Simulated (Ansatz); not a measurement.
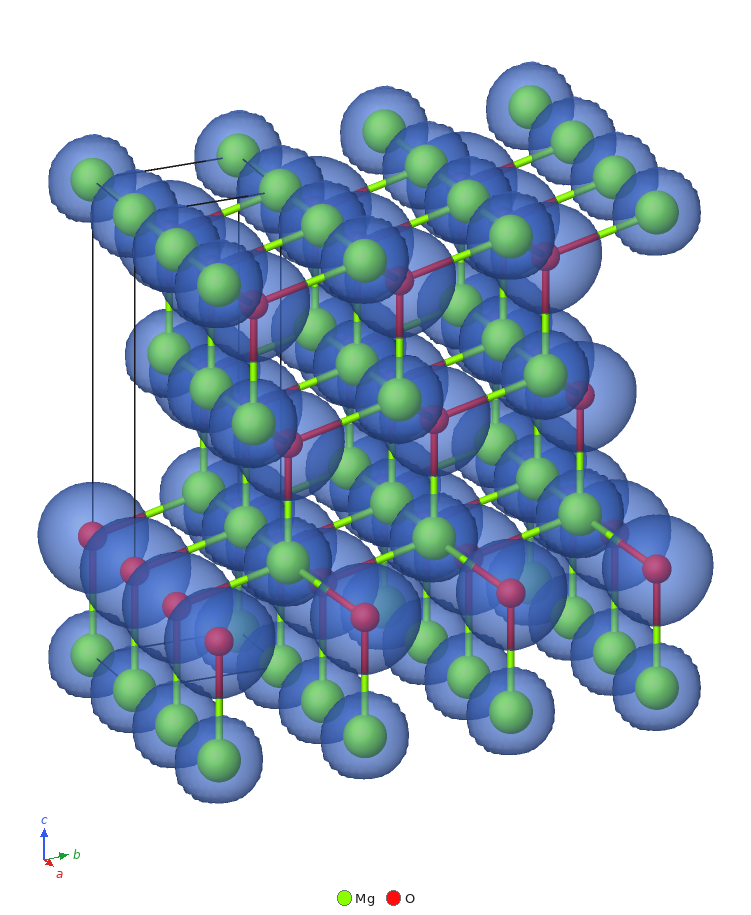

MgO. Isosurface of the valence charge density (pseudo) at 0.5 e/Å³ (blue), seen slightly off an axis. Sticks mark near contacts.

Space group F-43m; a generated structure, not necessarily the stable one.

All numbers below come from DFT PBE, scalar-relativistic, plane waves, PAW in Ansatz.

Core electrons are frozen (PAW), and the valence fields are smoothed inside the atomic spheres.

> Which contacts does the surface bridge?

At this value the density breaks into separate islands; it holds about 85 % of the electrons treated as valence (semicore included). It bridges none of the near contacts. It is pinched off along the shortest Mg–O (2.00 Å) contacts. On the grid the lowest density along these lines, outside the cores, is 0.36 e/Å³ (Mg–O, 2.00 Å).

> Metal or insulator at this level of theory?

It is gapped, with a Kohn–Sham gap of 3.5 eV on the k-point mesh (the band edges may lie off the mesh, which would make the gap smaller).
